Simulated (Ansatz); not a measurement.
## Nudged elastic band of Si₁₂HO₂₄ (charge +1) (part 2 of 3)

The same run, continued: Si₁₂HO₂₄ (defect cell, 37 atoms in the cell, total charge +1); DFT PBEsol, scalar-relativistic, plane waves, PAW, PAW set soft_1, no spin polarisation (Ansatz 0.2.0); cutoff 420 eV, 2×2×1 k-mesh, Gaussian smearing of 0.05 eV. The structure derives from an entry of the Crystallography Open Database. It belongs to a series of runs on one base structure; here: band between the two ends.

**Log, continued**
```
NEB iter  17: max|band force component| = 1.130e0 eV/Å  barrier→ = 0.7070 eV  barrier← = 0.8353 eV  CI = image 2  Δτ_max = 0.2000 Å  (25 SCF iters)
NEB image 1
NEB image 2
NEB image 3
NEB iter  18: max|band force component| = 1.013e0 eV/Å  barrier→ = 0.9862 eV  barrier← = 1.1145 eV  CI = image 2  Δτ_max = 0.1014 Å  (25 SCF iters)
NEB image 1
NEB image 2
NEB image 3
NEB iter  19: max|band force component| = 1.828e0 eV/Å  barrier→ = 1.1785 eV  barrier← = 1.3067 eV  CI = image 2  Δτ_max = 0.0509 Å  (24 SCF iters)
NEB image 1
NEB image 2
NEB image 3
NEB iter  20: max|band force component| = 1.276e0 eV/Å  barrier→ = 1.1458 eV  barrier← = 1.2740 eV  CI = image 2  Δτ_max = 0.1005 Å  (22 SCF iters)
NEB image 1
NEB image 2
NEB image 3
NEB iter  21: max|band force component| = 1.879e0 eV/Å  barrier→ = 1.1097 eV  barrier← = 1.2379 eV  CI = image 2  Δτ_max = 0.0506 Å  (23 SCF iters)
NEB image 1
NEB image 2
NEB image 3
NEB iter  22: max|band force component| = 8.140e-1 eV/Å  barrier→ = 0.9966 eV  barrier← = 1.1248 eV  CI = image 2  Δτ_max = 0.0876 Å  (22 SCF iters)
NEB image 1
NEB image 2
NEB image 3
NEB iter  23: max|band force component| = 4.201e-1 eV/Å  barrier→ = 0.9161 eV  barrier← = 1.0443 eV  CI = image 2  Δτ_max = 0.0446 Å  (22 SCF iters)
NEB image 1
NEB image 2
NEB image 3
NEB iter  24: max|band force component| = 1.680e-1 eV/Å  barrier→ = 0.9108 eV  barrier← = 1.0390 eV  CI = image 2  Δτ_max = 0.0686 Å  (21 SCF iters)
NEB image 1
NEB image 2
NEB image 3
NEB iter  25: max|band force component| = 6.782e-2 eV/Å  barrier→ = 0.8969 eV  barrier← = 1.0252 eV  CI = image 2  Δτ_max = 0.0303 Å  (21 SCF iters)
NEB image 1
NEB image 2
NEB image 3
NEB iter  26: max|band force component| = 4.023e-2 eV/Å  barrier→ = 0.8934 eV  barrier← = 1.0217 eV  CI = image 2  Δτ_max = 0.0232 Å  (20 SCF iters)
NEB image 2
NEB iter  27: max|band force component| = 9.069e-2 eV/Å  barrier→ = 0.8919 eV  barrier← = 1.0202 eV  CI = image 2  Δτ_max = 0.0260 Å  (7 SCF iters)
NEB image 1
NEB image 2
NEB image 3
NEB iter  28: max|band force component| = 8.002e-2 eV/Å  barrier→ = 0.8915 eV  barrier← = 1.0197 eV  CI = image 2  Δτ_max = 0.0095 Å  (19 SCF iters)
NEB image 1
NEB image 2
NEB image 3
NEB iter  29: max|band force component| = 1.157e-1 eV/Å  barrier→ = 0.8912 eV  barrier← = 1.0194 eV  CI = image 2  Δτ_max = 0.0048 Å  (17 SCF iters)
NEB image 1
NEB image 2
NEB image 3
NEB iter  30: max|band force component| = 1.542e-1 eV/Å  barrier→ = 0.8910 eV  barrier← = 1.0192 eV  CI = image 2  Δτ_max = 0.0024 Å  (16 SCF iters)
NEB image 1
preconditioner: auto → Resta (q_TF=auto, 2.363 Å⁻¹)  ε∞=3.1  [insulator: Δε(μ)=5.449 eV  Ē_g=16.713 eV  σ=0.050 eV  W_gap=1.00  n_scr=102 (ndim 8)  ℏωp=24.1 eV  f_vac=0.099  D(μ)=0.00/eV (n_scr^D=0)  ε∞_Penn≈3.1]
NEB image 2
NEB image 3
preconditioner: auto → Resta (q_TF=auto, 2.363 Å⁻¹)  ε∞=3.1  [insulator: Δε(μ)=5.450 eV  Ē_g=16.727 eV  σ=0.050 eV  W_gap=1.00  n_scr=102 (ndim 8)  ℏωp=24.1 eV  f_vac=0.101  D(μ)=0.00/eV (n_scr^D=0)  ε∞_Penn≈3.1]
NEB image 1
NSCF: frozen V_eff on 4 k-points
NEB image 3
NSCF: frozen V_eff on 4 k-points
NEB image 2
NSCF: frozen V_eff on 4 k-points
the band table was solved once a step of the walk had ended and its energy, with any forces and stress, was formed, with the checks that follow a solve (2476 applications of the Hamiltonian). They found nothing against the state; the energy, forces and stress were not computed again (output.eigenvalues in the input reference)
NEB image 2, as the band closes
NEB point 1 about image 2
preconditioner: auto → Resta (q_TF=auto, 2.363 Å⁻¹)  ε∞=3.1  [insulator: Δε(μ)=5.403 eV  Ē_g=16.681 eV  σ=0.050 eV  W_gap=1.00  n_scr=102 (ndim 8)  ℏωp=24.1 eV  f_vac=0.100  D(μ)=0.00/eV (n_scr^D=0)  ε∞_Penn≈3.1]
NEB point 2 about image 2
NEB point 3 about image 2
preconditioner: auto → Resta (q_TF=auto, 2.363 Å⁻¹)  ε∞=3.1  [insulator: Δε(μ)=5.414 eV  Ē_g=16.671 eV  σ=0.050 eV  W_gap=1.00  n_scr=102 (ndim 8)  ℏωp=24.1 eV  f_vac=0.100  D(μ)=0.00/eV (n_scr^D=0)  ε∞_Penn≈3.1]
  greatest PAW one-centre occupation: 0.860 electrons in one spin orbital (limit 2), on the O atom at site 30 (counted from 0), in its partial waves of l = 0
NEB point 4 about image 2
preconditioner: auto → Resta (q_TF=auto, 2.363 Å⁻¹)  ε∞=3.1  [insulator: Δε(μ)=5.387 eV  Ē_g=16.660 eV  σ=0.050 eV  W_gap=1.00  n_scr=102 (ndim 8)  ℏωp=24.1 eV  f_vac=0.100  D(μ)=0.00/eV (n_scr^D=0)  ε∞_Penn≈3.1]
  greatest PAW one-centre occupation: 0.860 electrons in one spin orbital (limit 2), on the O atom at site 15 (counted from 0), in its partial waves of l = 0
NEB point 5 about image 2
preconditioner: auto → Resta (q_TF=auto, 2.363 Å⁻¹)  ε∞=3.1  [insulator: Δε(μ)=5.393 eV  Ē_g=16.675 eV  σ=0.050 eV  W_gap=1.00  n_scr=102 (ndim 8)  ℏωp=24.1 eV  f_vac=0.100  D(μ)=0.00/eV (n_scr^D=0)  ε∞_Penn≈3.1]
NEB point 6 about image 2
preconditioner: auto → Resta (q_TF=auto, 2.363 Å⁻¹)  ε∞=3.1  [insulator: Δε(μ)=5.346 eV  Ē_g=16.676 eV  σ=0.050 eV  W_gap=1.00  n_scr=102 (ndim 8)  ℏωp=24.1 eV  f_vac=0.101  D(μ)=0.00/eV (n_scr^D=0)  ε∞_Penn≈3.1]
NEB point 7 about image 2
preconditioner: auto → Resta (q_TF=auto, 2.363 Å⁻¹)  ε∞=3.1  [insulator: Δε(μ)=5.384 eV  Ē_g=16.688 eV  σ=0.050 eV  W_gap=1.00  n_scr=102 (ndim 8)  ℏωp=24.1 eV  f_vac=0.100  D(μ)=0.00/eV (n_scr^D=0)  ε∞_Penn≈3.1]
NEB point 8 about image 2
preconditioner: auto → Resta (q_TF=auto, 2.363 Å⁻¹)  ε∞=3.1  [insulator: Δε(μ)=5.406 eV  Ē_g=16.699 eV  σ=0.050 eV  W_gap=1.00  n_scr=102 (ndim 8)  ℏωp=24.1 eV  f_vac=0.101  D(μ)=0.00/eV (n_scr^D=0)  ε∞_Penn≈3.1]
  greatest PAW one-centre occupation: 0.862 electrons in one spin orbital (limit 2), on the O atom at site 13 (counted from 0), in its partial waves of l = 0
NEB point 9 about image 2
preconditioner: auto → Resta (q_TF=auto, 2.363 Å⁻¹)  ε∞=3.1  [insulator: Δε(μ)=5.395 eV  Ē_g=16.684 eV  σ=0.050 eV  W_gap=1.00  n_scr=102 (ndim 8)  ℏωp=24.1 eV  f_vac=0.100  D(μ)=0.00/eV (n_scr^D=0)  ε∞_Penn≈3.1]
  greatest PAW one-centre occupation: 0.861 electrons in one spin orbital (limit 2), on the O atom at site 23 (counted from 0), in its partial waves of l = 0
NEB point 10 about image 2
preconditioner: auto → Resta (q_TF=auto, 2.363 Å⁻¹)  ε∞=3.1  [insulator: Δε(μ)=5.349 eV  Ē_g=16.663 eV  σ=0.050 eV  W_gap=1.00  n_scr=102 (ndim 8)  ℏωp=24.1 eV  f_vac=0.099  D(μ)=0.00/eV (n_scr^D=0)  ε∞_Penn≈3.1]
  greatest PAW one-centre occupation: 0.861 electrons in one spin orbital (limit 2), on the O atom at site 13 (counted from 0), in its partial waves of l = 0
NEB point 11 about image 2
preconditioner: auto → Resta (q_TF=auto, 2.363 Å⁻¹)  ε∞=3.1  [insulator: Δε(μ)=5.368 eV  Ē_g=16.689 eV  σ=0.050 eV  W_gap=1.00  n_scr=102 (ndim 8)  ℏωp=24.1 eV  f_vac=0.100  D(μ)=0.00/eV (n_scr^D=0)  ε∞_Penn≈3.1]
NEB point 12 about image 2
preconditioner: auto → Resta (q_TF=auto, 2.363 Å⁻¹)  ε∞=3.1  [insulator: Δε(μ)=5.382 eV  Ē_g=16.684 eV  σ=0.050 eV  W_gap=1.00  n_scr=102 (ndim 8)  ℏωp=24.1 eV  f_vac=0.101  D(μ)=0.00/eV (n_scr^D=0)  ε∞_Penn≈3.1]
NEB point 13 about image 2
preconditioner: auto → Resta (q_TF=auto, 2.363 Å⁻¹)  ε∞=3.1  [insulator: Δε(μ)=5.382 eV  Ē_g=16.681 eV  σ=0.050 eV  W_gap=1.00  n_scr=102 (ndim 8)  ℏωp=24.1 eV  f_vac=0.100  D(μ)=0.00/eV (n_scr^D=0)  ε∞_Penn≈3.1]
  greatest PAW one-centre occupation: 0.861 electrons in one spin orbital (limit 2), on the O atom at site 30 (counted from 0), in its partial waves of l = 0
NEB point 14 about image 2
preconditioner: auto → Resta (q_TF=auto, 2.363 Å⁻¹)  ε∞=3.1  [insulator: Δε(μ)=5.402 eV  Ē_g=16.663 eV  σ=0.050 eV  W_gap=1.00  n_scr=102 (ndim 8)  ℏωp=24.1 eV  f_vac=0.100  D(μ)=0.00/eV (n_scr^D=0)  ε∞_Penn≈3.1]
NEB point 15 about image 2
preconditioner: auto → Resta (q_TF=auto, 2.363 Å⁻¹)  ε∞=3.1  [insulator: Δε(μ)=5.386 eV  Ē_g=16.680 eV  σ=0.050 eV  W_gap=1.00  n_scr=102 (ndim 8)  ℏωp=24.1 eV  f_vac=0.100  D(μ)=0.00/eV (n_scr^D=0)  ε∞_Penn≈3.1]
NEB point 16 about image 2
preconditioner: auto → Resta (q_TF=auto, 2.363 Å⁻¹)  ε∞=3.1  [insulator: Δε(μ)=5.391 eV  Ē_g=16.676 eV  σ=0.050 eV  W_gap=1.00  n_scr=102 (ndim 8)  ℏωp=24.1 eV  f_vac=0.100  D(μ)=0.00/eV (n_scr^D=0)  ε∞_Penn≈3.1]
NEB point 17 about image 2
preconditioner: auto → Resta (q_TF=auto, 2.363 Å⁻¹)  ε∞=3.1  [insulator: Δε(μ)=5.383 eV  Ē_g=16.672 eV  σ=0.050 eV  W_gap=1.00  n_scr=102 (ndim 8)  ℏωp=24.1 eV  f_vac=0.100  D(μ)=0.00/eV (n_scr^D=0)  ε∞_Penn≈3.1]
  greatest PAW one-centre occupation: 0.863 electrons in one spin orbital (limit 2), on the O atom at site 14 (counted from 0), in its partial waves of l = 0
NEB point 18 about image 2
preconditioner: auto → Resta (q_TF=auto, 2.363 Å⁻¹)  ε∞=3.1  [insulator: Δε(μ)=5.371 eV  Ē_g=16.661 eV  σ=0.050 eV  W_gap=1.00  n_scr=102 (ndim 8)  ℏωp=24.1 eV  f_vac=0.100  D(μ)=0.00/eV (n_scr^D=0)  ε∞_Penn≈3.1]
NEB point 19 about image 2
preconditioner: auto → Resta (q_TF=auto, 2.363 Å⁻¹)  ε∞=3.1  [insulator: Δε(μ)=5.381 eV  Ē_g=16.687 eV  σ=0.050 eV  W_gap=1.00  n_scr=102 (ndim 8)  ℏωp=24.1 eV  f_vac=0.101  D(μ)=0.00/eV (n_scr^D=0)  ε∞_Penn≈3.1]
NEB point 20 about image 2
preconditioner: auto → Resta (q_TF=auto, 2.363 Å⁻¹)  ε∞=3.1  [insulator: Δε(μ)=5.400 eV  Ē_g=16.690 eV  σ=0.050 eV  W_gap=1.00  n_scr=102 (ndim 8)  ℏωp=24.1 eV  f_vac=0.101  D(μ)=0.00/eV (n_scr^D=0)  ε∞_Penn≈3.1]
  greatest PAW one-centre occupation: 0.861 electrons in one spin orbital (limit 2), on the O atom at site 5 (counted from 0), in its partial waves of l = 0
NEB point between images 0 and 1
NEB point between images 1 and 2
preconditioner: auto → Resta (q_TF=auto, 2.363 Å⁻¹)  ε∞=3.1  [insulator: Δε(μ)=5.380 eV  Ē_g=16.666 eV  σ=0.050 eV  W_gap=1.00  n_scr=102 (ndim 8)  ℏωp=24.1 eV  f_vac=0.100  D(μ)=0.00/eV (n_scr^D=0)  ε∞_Penn≈3.1]
NEB point between images 2 and 3
preconditioner: auto → Resta (q_TF=auto, 2.363 Å⁻¹)  ε∞=3.1  [insulator: Δε(μ)=5.366 eV  Ē_g=16.676 eV  σ=0.050 eV  W_gap=1.00  n_scr=102 (ndim 8)  ℏωp=24.1 eV  f_vac=0.101  D(μ)=0.00/eV (n_scr^D=0)  ε∞_Penn≈3.1]
NEB point between images 3 and 4
preconditioner: auto → Resta (q_TF=auto, 2.363 Å⁻¹)  ε∞=3.1  [insulator: Δε(μ)=5.474 eV  Ē_g=16.751 eV  σ=0.050 eV  W_gap=1.00  n_scr=102 (ndim 8)  ℏωp=24.1 eV  f_vac=0.104  D(μ)=0.00/eV (n_scr^D=0)  ε∞_Penn≈3.1]
NEB point between images 0 and 1
preconditioner: auto → Resta (q_TF=auto, 2.363 Å⁻¹)  ε∞=3.1  [insulator: Δε(μ)=5.460 eV  Ē_g=16.734 eV  σ=0.050 eV  W_gap=1.00  n_scr=102 (ndim 8)  ℏωp=24.1 eV  f_vac=0.102  D(μ)=0.00/eV (n_scr^D=0)  ε∞_Penn≈3.1]
NEB point between images 0 and 1
preconditioner: auto → Resta (q_TF=auto, 2.363 Å⁻¹)  ε∞=3.1  [insulator: Δε(μ)=5.453 eV  Ē_g=16.718 eV  σ=0.050 eV  W_gap=1.00  n_scr=102 (ndim 8)  ℏωp=24.1 eV  f_vac=0.100  D(μ)=0.00/eV (n_scr^D=0)  ε∞_Penn≈3.1]
NEB point between images 1 and 2
preconditioner: auto → Resta (q_TF=auto, 2.363 Å⁻¹)  ε∞=3.1  [insulator: Δε(μ)=5.413 eV  Ē_g=16.686 eV  σ=0.050 eV  W_gap=1.00  n_scr=102 (ndim 8)  ℏωp=24.1 eV  f_vac=0.099  D(μ)=0.00/eV (n_scr^D=0)  ε∞_Penn≈3.1]
NEB point between images 1 and 2
preconditioner: auto → Resta (q_TF=auto, 2.363 Å⁻¹)  ε∞=3.1  [insulator: Δε(μ)=5.385 eV  Ē_g=16.664 eV  σ=0.050 eV  W_gap=1.00  n_scr=102 (ndim 8)  ℏωp=24.1 eV  f_vac=0.102  D(μ)=0.00/eV (n_scr^D=0)  ε∞_Penn≈3.1]
NEB point between images 2 and 3
preconditioner: auto → Resta (q_TF=auto, 2.363 Å⁻¹)  ε∞=3.1  [insulator: Δε(μ)=5.360 eV  Ē_g=16.661 eV  σ=0.050 eV  W_gap=1.00  n_scr=102 (ndim 8)  ℏωp=24.1 eV  f_vac=0.100  D(μ)=0.00/eV (n_scr^D=0)  ε∞_Penn≈3.1]
NEB point between images 2 and 3
preconditioner: auto → Resta (q_TF=auto, 2.363 Å⁻¹)  ε∞=3.1  [insulator: Δε(μ)=5.424 eV  Ē_g=16.715 eV  σ=0.050 eV  W_gap=1.00  n_scr=102 (ndim 8)  ℏωp=24.1 eV  f_vac=0.102  D(μ)=0.00/eV (n_scr^D=0)  ε∞_Penn≈3.1]
NEB point between images 3 and 4
preconditioner: auto → Resta (q_TF=auto, 2.363 Å⁻¹)  ε∞=3.1  [insulator: Δε(μ)=5.459 eV  Ē_g=16.736 eV  σ=0.050 eV  W_gap=1.00  n_scr=102 (ndim 8)  ℏωp=24.1 eV  f_vac=0.103  D(μ)=0.00/eV (n_scr^D=0)  ε∞_Penn≈3.1]
NEB point between images 3 and 4
preconditioner: auto → Resta (q_TF=auto, 2.363 Å⁻¹)  ε∞=3.1  [insulator: Δε(μ)=5.496 eV  Ē_g=16.780 eV  σ=0.050 eV  W_gap=1.00  n_scr=102 (ndim 8)  ℏωp=24.1 eV  f_vac=0.107  D(μ)=0.00/eV (n_scr^D=0)  ε∞_Penn≈3.1]
NEB iter  31: max|band force component| = 2.175e-2 eV/Å  barrier→ = 0.8910 eV  barrier← = 1.0192 eV  CI = image 2  CI's point: of a kind that is not told: the force calls were inconclusive, a negative curvature could not be distinguished from the path's own, the only one lies far off the path, or fixed occupations may fill a level only in part  Δτ_max = 0.0000 Å  (320 SCF iters)
```

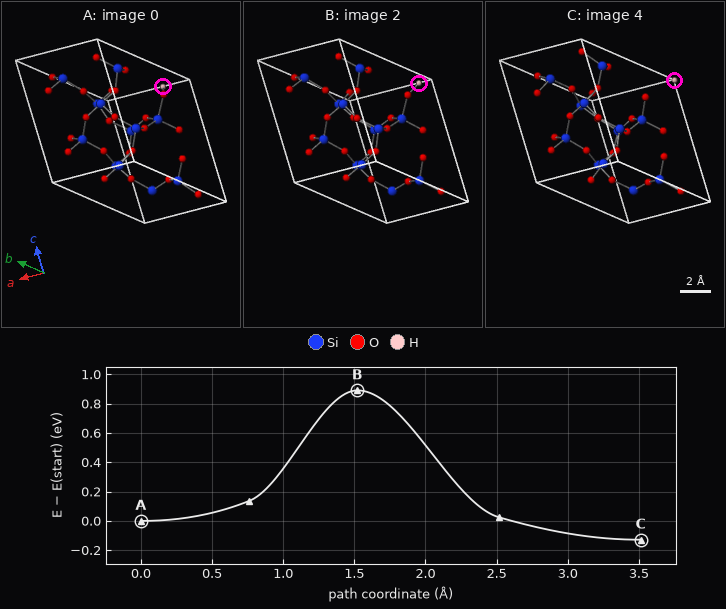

Images of the last band (counted from 0; ball-and-stick, simulation cell, seen at an oblique angle), with the moving atom and its periodic copies ringed, above the energy along the path; the line is a cubic interpolation that uses the forces. The highest image is number 2, 0.891 eV above the start and 1.019 eV above the end (the climbing image); the end lies 0.128 eV below the start. The path is 3.51 Å long, and H37 moves most (1.92 Å). The band converged in 31 iterations.

```
Free energy (F): -20978.975631 eV
Harris-Foulkes:  -20978.975631 eV  (|F-HF|=9.22e-9)
Internal energy: -20978.975631 eV  (E = F + TS)
E sigma→0 (E₀):  -20978.975631 eV
Fermi energy:    5.273943 eV
--- Per-component energies (eV) ---
  E_band       = -840.592234
  E_kinetic    = 4644.887960
  E_local      = -11576.354098  (includes V_loc(G=0)·N_el)
  E_nonlocal   = 1528.015350
  E_hartree    = 4210.411888
  E_xc         = -2379.726862
  E_vxc        = -2766.578921  (∫ρ·V_xc dr)
  E_paw        = -9766.132811  (= ΣΔE_a)
  E_vpaw       = -1091.407678  (= ΣTr[D̂ρ^β])
  E_aug_tail   = 0.019310  (compensation charges beyond the density's cutoff)
  E_ewald      = -7641.322006
  E_core_change = 1.225638  (= ΣΔE_core)
  E_smearing   = -0.000000  (= −TS)
  E_closure    = -0.000000  (closes the sum)
  E_deformation_potential = 11.919500  (in the stress; not in F)
  Σ components = -20978.975631   (vs F -20978.975631, Δ=0.00e0)
--- Forces (eV/Å), atoms counted from 1 ---
  atom   1  Si     0.00078461    -0.00056628     0.00059306
  atom   2  Si     0.00181866     0.00056759    -0.00051798
  atom   3  Si    -0.00071750     0.00326262     0.00085572
  atom   4  O     -0.00165080    -0.00366550    -0.00235695
  atom   5  O      0.00014764    -0.00159782    -0.00067437
  atom   6  O      0.00167641    -0.00013407    -0.00295152
  atom   7  O      0.00385154    -0.00246618     0.00248686
  atom   8  O     -0.00046321     0.00169399    -0.00125694
  atom   9  O      0.00289350     0.00119055    -0.00361898
  atom  10  Si     0.00045922     0.00063483    -0.00035249
  atom  11  Si     0.00084578    -0.00060133    -0.00044627
  atom  12  Si     0.00158480    -0.00044476     0.00201201
  atom  13  O     -0.00099473    -0.00130264    -0.00121322
  atom  14  O     -0.00093984    -0.00000448     0.00022975
  atom  15  O      0.00104914    -0.00242178     0.00115366
  atom  16  O      0.00032298     0.00117977    -0.00058990
  atom  17  O     -0.00401164    -0.00009645     0.00145867
  atom  18  O     -0.00014541    -0.00039526     0.00007346
  atom  19  Si    -0.00382356     0.00142529     0.00020382
  atom  20  Si    -0.00043404    -0.00029510     0
[...]
  k-point 1: bands = ["-17.6585", "-16.4413", "-16.3788", "-16.2695", "-16.0597", "-15.9615", "-15.8279", "-15.7382", "-15.5724", "-15.3598", "-15.2496", "-15.0387", "-14.9886", "-14.9321", "-14.7468", "-14.6808", "-14.6545", "-14.6247", "-14.5996", "-14.5457", "-14.5237", "-14.4958", "-14.4585", "-14.4346", "-6.6964", "-6.1985", "-5.9831", "-5.6571", "-5.1205", "-4.8373", "-4.7562", "-4.6627", "-4.1662", "-3.8595", "-3.4434", "-3.3472", "-3.2900", "-2.9513", "-2.8942", "-2.8168", "-2.8063", "-2.7085", "-2.6240", "-2.4678", "-2.4299", "-2.3787", "-2.2939", "-2.2339", "-1.9114", "-1.2754", "-0.9520", "-0.7542", "-0.6615", "-0.5342", "-0.5015", "-0.2659", "-0.2238", "-0.1496", "-0.0431", "0.0114", "0.1062", "0.1347", "0.2521", "0.2849", "0.3681", "0.4084", "0.4646", "0.5196", "0.5551", "0.6751", "0.6999", "0.8427", "0.8966", "0.9393", "0.9680", "1.1007", "1.1391", "1.2414", "1.3031", "1.3898", "1.4513", "1.4667", "1.5445", "1.5749", "1.6094", "1.6513", "1.7040", "1.7438", "1.8648", "1.9659", "2.1889", "2.1976", "2.3109", "2.3419", "2.4225", "2.4958", "9.0013", "9.5846", "10.2845", "10.6177", "10.7629", "11.0413", "11.2282", "11.3344", "11.3935", "11.5115", "11.6725", "11.7870", "11.8455", "11.9150", "11.9190", "12.0462", "12.2345", "12.2887", "12.3305", "12.5145", "12.6394", "12.6981", "12.8413", "12.9285", "13.0245", "13.1180", "13.1929", "13.3000", "13.5024", "13.5444", "13.5978", "13.6917", "13.7712", "13.8722", "13.9477", "14.0995", "14.2399"]
  k-point 2: bands = ["-17.6512", "-16.5458", "-16.3482", "-16.2675", "-16.0336", "-15.9201", "-15.8222", "-15.7132", "-15.4835", "-15.3843", "-15.2517", "-15.1291", "-15.0220", "-14.9351", "-14.7827", "-14.6593", "-14.6382", "-14.6141", "-14.5779", "-14.5738", "-14.5317", "-14.4718", "-14.4562", "-14.4309", "-6.7872", "-6.0121", "-5.8278", "-5.6926", "-5.3469", "-4.8202", "-4.7183", "-4.6688", "-4.4245", "-3.5715", "-3.4949", "-3.3530", "-3.3099", "-3.0188", "-2.9324", "-2.8188", "-2.7974", "-2.6757", "-2.5722", "-2.4706", "-2.3933", "-2.3281", "-2.2738", "-2.2034", "-1.9991", "-1.2608", "-1.0096", "-0.6521", "-0.5832", "-0.5733", "-0.3805", "-0.3686", "-0.2097", "-0.1893", "-0.1141", "-0.0329", "0.0227", "0.0724", "0.1901", "0.2971", "0.3363", "0.3970", "0.4321", "0.5200", "0.6578", "0.7225", "0.8024", "0.8738", "0.9162", "1.0071", "1.0521", "1.0991", "1.1190", "1.1704", "1.2176", "1.3758", "1.4417", "1.4526", "1.5282", "1.5757", "1.6135", "1.6613", "1.7047", "1.7672", "1.8772", "1.9644", "2.0654", "2.1963", "2.3063", "2.3595", "2.4666", "2.5732", "9.0299", "9.4944", "10.2627", "10.7726", "10.9493", "11.0231", "11.0827", "11.3523", "11.4308", "11.6314", "11.7463", "11.7741", "11.8506", "11.9351", "11.9828", "12.0285", "12.0845", "12.2861", "12.5077", "12.5223", "12.6639", "12.6872", "12.7887", "12.8195", "12.8625", "12.9962", "13.0346", "13.1956", "13.2537", "13.4327", "13.5358", "13.6133", "13.7777", "13.9625", "14.0099", "14.1099", "14.2404"]
```
